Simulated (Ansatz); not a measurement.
Geometry relaxation of Ti (part 3 of 3)

Ti (Fd-3m, 4 atoms in the cell); DFT r2SCAN, scalar-relativistic, plane waves, PAW (Ansatz 0.2.0); cutoff 500 eV, 10×10×8 k-mesh, Gaussian smearing of 0.1 eV. The structure derives from a Materials Project entry. The run did not end well. It belongs to a series of runs on one base structure; here: 4 of 4 Ge sites taken by Ti, cell and atoms relaxed.

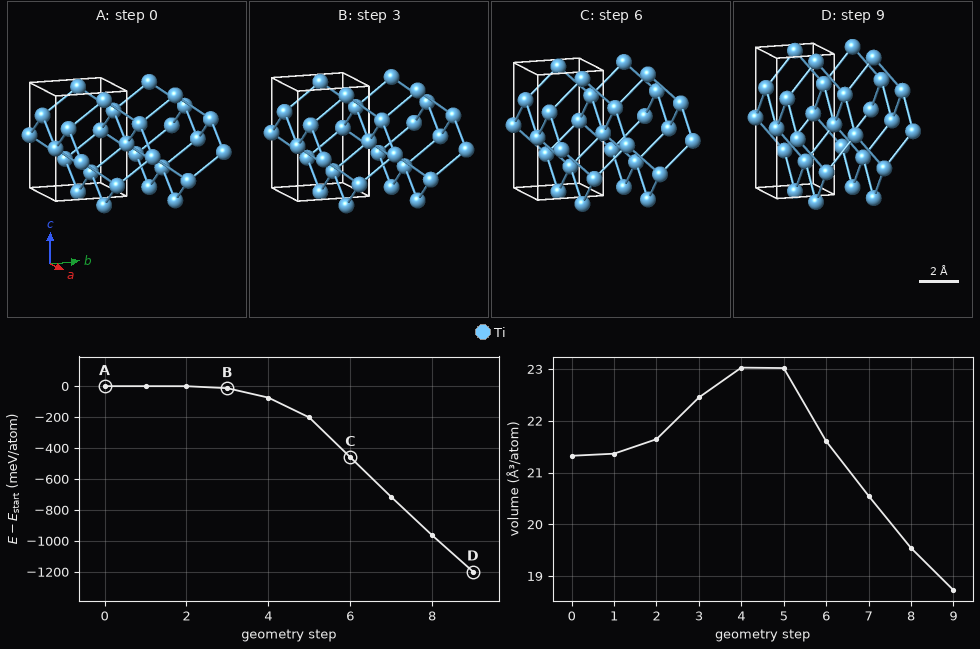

Fig. 1: Frames of the relaxation (ball-and-stick view of the cell of the calculation, repeated 2 × 2 × 1, seen slightly off an axis) above the curves, on which the letters mark them (the first geometry is step 0 here and step 1 in the log).

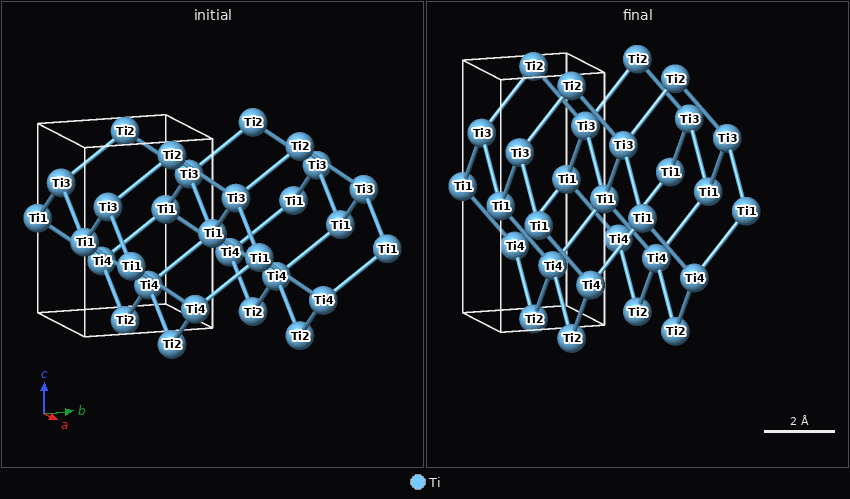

Fig. 2: Before (left) and after (right) the relaxation, at one scale (ball-and-stick view of the cell of the calculation, repeated 2 × 2 × 1, seen slightly off an axis). The run was cut off at its time limit before the relaxation converged, so the last structure is only a point on the way. The atoms keep their places relative to the cell (all moves are under 0.005 Å). The drawn cell changes as follows: a = b 3.922 → 3.181 Å (−18.9 %), c 5.546 → 7.404 Å (+33.5 %); the volume changes by −12.2 %. Distances before and after: Ti1–Ti3 2.402 → 2.441 Å. Among the angles that change: Ti3–Ti1–Ti3 109.5° → 81.3°, Ti3–Ti1–Ti4 109.5° → 125.1°. The space group (tolerance 0.01 Å) goes from Fd-3m (No. 227) to I4_1/amd (No. 141). Over 9 geometry steps the energy falls by 1198 meV per atom. All forces vanish by symmetry, so only the cell relaxes. The pressure goes from 0.19 to 1.64 GPa. (Atoms are counted from 1 in the order of the input.)

```
Step cancelled. What follows is not a result of the run: it is the report of the last solve that finished, which converged after 6 SCF iterations.
Free energy (F): -10011.977091 eV
Harris-Foulkes:  -10011.977091 eV  (|F-HF|=5.48e-8)
Internal energy: -10011.946327 eV  (E = F + TS)
E sigma→0 (E₀):  -10011.961709 eV
Entropy (-TS):   -0.030764 eV (-7.691 meV/atom)
Fermi energy:    11.967544 eV
--- Per-component energies (eV) ---
  E_band       = -736.608683
  E_kinetic    = 1102.262890
  E_local      = -3775.895085  (includes V_loc(G=0)·N_el)
  E_nonlocal   = 42.264047
  E_hartree    = 1561.354848
  E_xc         = -370.390665
  E_vxc        = -531.094982  (∫ρ·V_xc dr)
  E_paw        = -4235.086733  (= ΣΔE_a)
  E_vpaw       = -734.489324  (= ΣTr[D̂ρ^β])
  E_aug_tail   = 0.000722  (compensation charges beyond the density's cutoff)
  E_vtau       = 37.619891  (kinetic-family band-sum trace: ∫τ·v_τ [+ j·A + Jᵃ·Aᵃ] dr)
  E_ewald      = -4335.442522
  E_core_change = -1.013829  (= ΣΔE_core)
  E_smearing   = -0.030764  (= −TS)
  E_closure    = -0.000000  (closes the sum)
  Σ components = -10011.977091   (vs F -10011.977091, Δ=0.00e0)
--- Forces (eV/Å), atoms counted from 1 ---
  atom   1  Ti     0.00000000     0.00000000    -0.00000000
  atom   2  Ti     0.00000000     0.00000000    -0.00000000
  atom   3  Ti     0.00000000     0.00000000     0.00000000
  atom   4  Ti     0.00000000     0.00000000    -0.00000000
  max |Σ_I F_I| component: 2.78e-17 eV/Å
--- Stress (GPa, compression-positive) ---
      -12.558009       0.000000       0.000000
        0.000000     -12.558009       0.000000
        0.000000       0.000000      29.701035
  P = ⅓ Tr σ = 1.5283 GPa (15.283 kbar)
--- Band table (eV; the first three rows and the last of 105) ---
  k-point 0: bands = ["-47.0600", "-46.7890", "-46.7890", "-46.5054", "-22.8829", "-22.3610", "-22.3610", "-22.1819", "-22.1819", "-22.0722", "-22.0722", "-21.8205", "-21.8205", "-21.6292", "-21.6292", "-21.2238", "6.1555", "8.7211", "8.7211", "9.8821", "10.7259", "10.7259", "11.6357", "11.6357", "11.7162", "12.0093", "12.7620", "12.7620", "13.7427"]
  k-point 1: bands = ["-47.0556", "-46.8425", "-46.7344", "-46.5108", "-22.8651", "-22.3559", "-22.3559", "-22.2301", "-22.1920", "-22.1920", "-21.9081", "-21.8101", "-21.8101", "-21.6346", "-21.6346", "-21.2447", "6.2112", "8.3840", "8.9185", "9.8210", "10.5080", "11.1816", "11.6655", "11.6655", "11.8031", "11.9081", "12.6852", "12.6852", "13.7606"]
  k-point 2: bands = ["-47.0405", "-46.8940", "-46.6817", "-46.5272", "-22.8198", "-22.3837", "-22.3410", "-22.3410", "-22.2181", "-22.2181", "-21.7826", "-21.7826", "-21.7523", "-21.6509", "-21.6509", "-21.2943", "6.3766", "7.9291", "9.0425", "9.6629", "10.5293", "11.6519", "11.7281", "11.7499", "11.7499", "12.0110", "12.5024", "12.5024", "13.8140"]
  k-point 104: bands = ["-46.7566", "-46.7566", "-46.7566", "-46.7566", "-22.7128", "-22.7128", "-22.7128", "-22.7128", "-22.1427", "-22.1427", "-22.1427", "-22.1427", "-21.4630", "-21.4630", "-21.4630", "-21.4630", "9.8664", "9.8664", "9.8664", "9.8664", "11.4047", "11.4047", "11.4047", "11.4047", "14.0135", "14.0135", "14.0135", "14.0135", "14.2067"]
End of that report.
Error: SIGTERM received: cancelled by the caller after 2 completed SCF iterations
```

**Trajectory as extended XYZ (Å, eV, eV/Å), 10 frames, from step=1 to step=10**
```
4
Lattice="2.7731 2.7731 0.0000 -2.7731 2.7731 0.0000 0.0000 0.0000 5.5462" Properties=species:S:1:pos:R:3:forces:R:3 step=1 energy=-10007.18695 pressure_GPa=0.19
Ti    0.0000    0.0000    2.7731    0.0000   0.0000   0.0000
Ti    0.0000    2.7731    0.0000    0.0000   0.0000   0.0000
Ti    1.3865    1.3865    4.1596    0.0000   0.0000   0.0000
Ti   -1.3865    1.3865    1.3865    0.0000   0.0000   0.0000
4
Lattice="2.7744 2.7744 0.0000 -2.7744 2.7744 0.0000 0.0000 0.0000 5.5512" Properties=species:S:1:pos:R:3:forces:R:3 step=2 energy=-10007.18703 pressure_GPa=0.13
Ti    0.0000    0.0000    2.7756    0.0000   0.0000   0.0000
Ti    0.0000    2.7744    0.0000    0.0000   0.0000   0.0000
Ti    1.3872    1.3872    4.1634    0.0000   0.0000   0.0000
Ti   -1.3872    1.3872    1.3878    0.0000   0.0000   0.0000
4
Lattice="2.7804 2.7804 0.0000 -2.7804 2.7804 0.0000 0.0000 0.0000 5.6000" Properties=species:S:1:pos:R:3:forces:R:3 step=3 energy=-10007.18801 pressure_GPa=-0.28
Ti    0.0000    0.0000    2.8000    0.0000   0.0000   0.0000
Ti    0.0000    2.7804    0.0000    0.0000   0.0000   0.0000
Ti    1.3902    1.3902    4.2000    0.0000   0.0000   0.0000
Ti   -1.3902    1.3902    1.4000    0.0000   0.0000   0.0000
4
Lattice="2.7815 2.7815 0.0000 -2.7815 2.7815 0.0000 0.0000 0.0000 5.8039" Properties=species:S:1:pos:R:3:forces:R:3 step=4 energy=-10007.23971 pressure_GPa=-1.66
Ti    0.0000    0.0000    2.9019    0.0000   0.0000   0.0000
Ti    0.0000    2.7815    0.0000    0.0000   0.0000   0.0000
Ti    1.3907    1.3907    4.3529    0.0000   0.0000   0.0000
Ti   -1.3907    1.3907    1.4510    0.0000   0.0000   0.0000
4
Lattice="2.7541 2.7541 0.0000 -2.7541 2.7541 0.0000 0.0000 0.0000 6.0721" Properties=species:S:1:pos:R:3:forces:R:3 step=5 energy=-10007.48252 pressure_GPa=-2.84
Ti    0.0000    0.0000    3.0361    0.0000   0.0000   0.0000
Ti    0.0000    2.7541    0.0000    0.0000   0.0000   0.0000
Ti    1.3770    1.3770    4.5541    0.0000   0.0000   0.0000
Ti   -1.3770    1.3770    1.5180    0.0000   0.0000   0.0000
4
Lattice="2.6942 2.6942 0.0000 -2.6942 2.6942 0.0000 0.0000 0.0000 6.3427" Properties=species:S:1:pos:R:3:forces:R:3 step=6 energy=-10007.99463 pressure_GPa=-3.25
Ti    0.0000    0.0000    3.1714    0.0000   0.0000   0.0000
Ti    0.0000    2.6942    0.0000    0.0000   0.0000   0.0000
Ti    1.3471    1.3471    4.7571    0.0000   0.0000   0.0000
Ti   -1.3471    1.3471    1.5857    0.0000   0.0000   0.0000
4
Lattice="2.5591 2.5591 0.0000 -2.5591 2.5591 0.0000 0.0000 0.0000 6.5984" Properties=species:S:1:pos:R:3:forces:R:3 step=7 energy=-10009.02008 pressure_GPa=-1.91
Ti    0.0000    0.0000    3.2992    0.0000   0.0000   0.0000
Ti    0.0000    2.5591    0.0000    0.0000   0.0000   0.0000
Ti    1.2796    1.2796    4.9488    0.0000   0.0000   0.0000
Ti   -1.2796    1.2796    1.6496    0.0000   0.0000   0.0000
4
Lattice="2.4462 2.4462 0.0000 -2.4462 2.4462 0.0000 0.0000 0.0000 6.8688" Properties=species:S:1:pos:R:3:forces:R:3 step=8 energy=-10010.04590 pressure_GPa=-0.83
Ti    0.0000    0.0000    3.4344    0.0000   0.0000   0.0000
Ti    0.0000    2.4462    0.0000    0.0000   0.0000   0.0000
Ti    1.2231    1.2231    5.1516    0.0000   0.0000   0.0000
Ti   -1.2231    1.2231    1.7172    0.0000   0.0000   0.0000
4
Lattice="2.3399 2.3399 0.0000 -2.3399 2.3399 0.0000 0.0000 0.0000 7.1395" Properties=species:S:1:pos:R:3:forces:R:3 step=9 energy=-10011.03736 pressure_GPa=0.47
Ti    0.0000    0.0000    3.5697    0.0000   0.0000   0.0000
Ti    0.0000    2.3399    0.0000    0.0000   0.0000   0.0000
Ti    1.1699    1.1699    5.3546    0.0000   0.0000   0.0000
Ti   -1.1699    1.1699    1.7849    0.0000   0.0000   0.0000
4
Lattice="2.2493 2.2493 0.0000 -2.2493 2.2493 0.0000 0.0000 0.0000 7.4044" Properties=species:S:1:pos:R:3:forces:R:3 step=10 energy=-10011.97709 pressure_GPa=1.64
Ti    0.0000    0.0000    3.7022    0.0000   0.0000   0.0000
Ti    0.0000    2.2493    0.0000    0.0000   0.0000   0.0000
Ti    1.1246    1.1246    5.5533    0.0000   0.0000   0.0000
Ti   -1.1246    1.1246    1.8511    0.0000   0.0000   0.0000
```

The run was set up as follows.

**Input file**
```yaml
crystal:
  lattice:
    - [2.7730824071, 2.7730824071, 0.0]
    - [-2.7730824071, 2.7730824071, 0.0]
    - [0.0, 0.0, 5.5461648141]
  atoms:
    - { symbol: Ti, position: [0.0, 0.0, 0.5] }
    - { symbol: Ti, position: [0.5, 0.5, 0.0] }
    - { symbol: Ti, position: [0.5, 0.0, 0.75] }
    - { symbol: Ti, position: [0.0, 0.5, 0.25] }
basis:
  ecutwfc: 500
kpoints:
  mp_grid: { grid: [10, 10, 8] }
hamiltonian:
  xc: r2scan
scf:
  occupations: { method: gaussian, width: 0.1 }
output:
  forces: true
  stress: true
  eigenvalues: true
relax:
  adjacent_minimum: "off"
  f_tol: 0.015
  max_steps: 60
  cell: { stress_tol: 0.15 }
```

Launch command:
```bash
ansatz run input.yaml --threads 1 --pin off --max-ram 2560MiB --backend cpu --events-out ev --progress --plain --runs-dir out
```

**What the run reported**

- outcome: stopped at the time limit
- space group (tolerance 0.01 Å): Fd-3m (227) → I4₁/amd (141)
- final cell: a = 3.181 Å, b = 3.181 Å, c = 7.404 Å, α = 90.00°, β = 90.00°, γ = 90.00°
- hardware: 1 thread of Intel Xeon @ 2.50GHz (Skylake/Cascade Lake), 189 GiB of memory available, shared host
- wall time: 13 min
- peak memory: 0.72 GiB

**Diagnosis**

The run was cut off by its time limit, so the output is incomplete.
